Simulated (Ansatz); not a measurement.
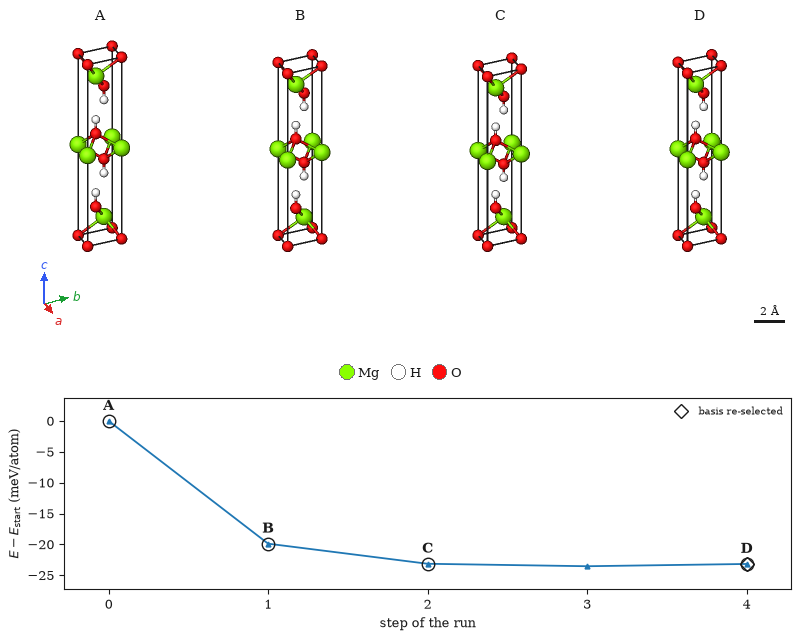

Frames of a relaxation of a crystal of Mg$_{3}$H$_{4}$O$_{5}$ (built on the database type) (coarse preliminary run), marked on the history of the run. Style: ball-and-stick. Shown: the cell of the calculation, slightly off an axis.

Case: structure reported for this formula (P-3m1, No. 164).

The calculation used DFT r2SCAN, scalar-relativistic, plane waves, PAW (Ansatz).

The input:
```yaml
crystal:
  lattice:
    - [3.1119995425, 0.0, 0.0]
    - [-1.5559997712, 2.6950706604, 0.0]
    - [0.0, 0.0, 12.768]
  atoms:
    - { symbol: Mg, position: [0.0, 0.0, 0.5] }
    - { symbol: Mg, position: [0.6666666667, 0.3333333333, 0.9033] }
    - { symbol: Mg, position: [0.3333333333, 0.6666666667, 0.0967] }
    - { symbol: H, position: [0.3333333333, 0.6666666667, 0.3359] }
    - { symbol: H, position: [0.6666666667, 0.3333333333, 0.6641] }
    - { symbol: H, position: [0.3333333333, 0.6666666667, 0.7382] }
    - { symbol: H, position: [0.6666666667, 0.3333333333, 0.2618] }
    - { symbol: O, position: [0.3333333333, 0.6666666667, 0.4134] }
    - { symbol: O, position: [0.6666666667, 0.3333333333, 0.5866] }
    - { symbol: O, position: [0.3333333333, 0.6666666667, 0.8158] }
    - { symbol: O, position: [0.6666666667, 0.3333333333, 0.1842] }
    - { symbol: O, position: [0.0, 0.0, 0.0] }
basis:
  ecutwfc: 500
kpoints:
  mp_grid: { grid: [6, 6, 2] }
hamiltonian:
  xc: r2scan
scf:
  occupations: { method: gaussian, width: 0.1 }
  lower_state_search: "off"
output:
  forces: true
  stress: true
  eigenvalues: true
relax:
  adjacent_minimum: "off"
  f_tol: 0.04
  max_steps: 70
  cell: { stress_tol: 0.4 }
```

Run as
```bash
ansatz run input.yaml --threads 1 --pin off --max-ram 2560MiB --backend cpu --events-out ev --progress --plain --runs-dir out
```

What happens along the run?

The largest moves relative to the cell, 0.035 Å, are those of Mg2 and Mg3. Mg3 goes along +c. By element the largest moves are Mg 0.035 Å, H 0.033 Å, O 0.017 Å. The volume changes by −6.5 %, with a = b 3.112 → 3.083 Å (−0.9 %), c 12.768 → 12.163 Å (−4.7 %). Some distances before and after: Mg2–O10 2.116 → 2.065 Å, Mg1–O8 2.110 → 2.066 Å, H4–O8 0.990 → 0.957 Å, Mg2–O12 2.180 → 2.153 Å. The space group stays P-3m1 (No. 164). The energy falls by 23.2 meV per atom in 3 accepted moves (4 points after the start). Largest force component: 1.5 eV/Å at the start, 0.018 eV/Å at the end. Pressure: −8.23 GPa at the start and 0.10 GPa at the end. The SCF was repeated once at an unchanged geometry on a basis and grid sized afresh for the cell, which shifted the energy by 0.4 meV per atom at most. From step 0 to 1: H atoms move most (0.03 Å), volume −3.5 %, energy −19.9 meV per atom. From step 1 to 2: H atoms move most (0.07 Å), volume −4.4 %, energy −3.3 meV per atom. From step 2 to 4: H atoms move most (0.06 Å), volume +1.3 %, energy 0.0 meV per atom.

```json
{"step": "0", "E − E(0), meV/atom": "0.00", "largest force component, eV/Å": "1.5209", "pressure, GPa": "-8.23", "volume, Å³/atom": "8.924", "note": ""}
{"step": "1", "E − E(0), meV/atom": "-19.88", "largest force component, eV/Å": "0.3094", "pressure, GPa": "-3.37", "volume, Å³/atom": "8.614", "note": ""}
{"step": "2", "E − E(0), meV/atom": "-23.14", "largest force component, eV/Å": "0.1517", "pressure, GPa": "0.06", "volume, Å³/atom": "8.236", "note": ""}
{"step": "3", "E − E(0), meV/atom": "-23.54", "largest force component, eV/Å": "0.0181", "pressure, GPa": "0.07", "volume, Å³/atom": "8.346", "note": ""}
{"step": "4", "E − E(0), meV/atom": "-23.17", "largest force component, eV/Å": "0.0183", "pressure, GPa": "0.10", "volume, Å³/atom": "8.346", "note": "same geometry, new basis"}
```
